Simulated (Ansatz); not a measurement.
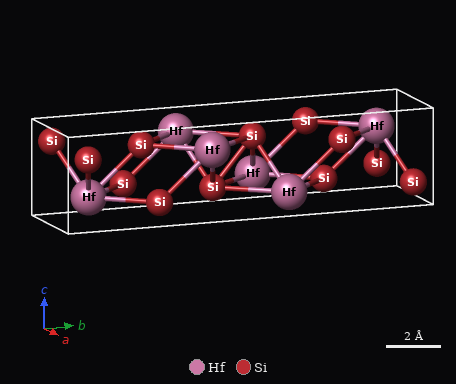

Structure drawing (ball-and-stick), viewed slightly off an axis. The box is the conventional unit cell; atoms on or close to its faces, edges and corners are drawn wherever they repeat.

Size of the cell: a = 3.670 Å, b = 14.584 Å, c = 3.664 Å, α = 90.00°, β = 90.00°, γ = 90.00°.

Bonds are drawn for Hf–Si up to 3.46 Å, Si–Si up to 2.58 Å (cut-off distances).

### What ratio of elements does the structure have?

HfSi$_{2}$. The cell holds 4 Hf, 8 Si, counting shared atoms by their share.

### What are the crystal system and the lattice centring?

Base-centred orthorhombic.

### Which space group does it belong to?

Cmcm (No. 63), with Hf on 4c, Si on 4c and Si on 4c.

The cell started as a structure type known for this compound. The cell was then strained or its atoms displaced on purpose. It was relaxed at fixed volume with DFT PBE, spin-orbit coupling, plane waves, PAW (Ansatz 0.2.0).
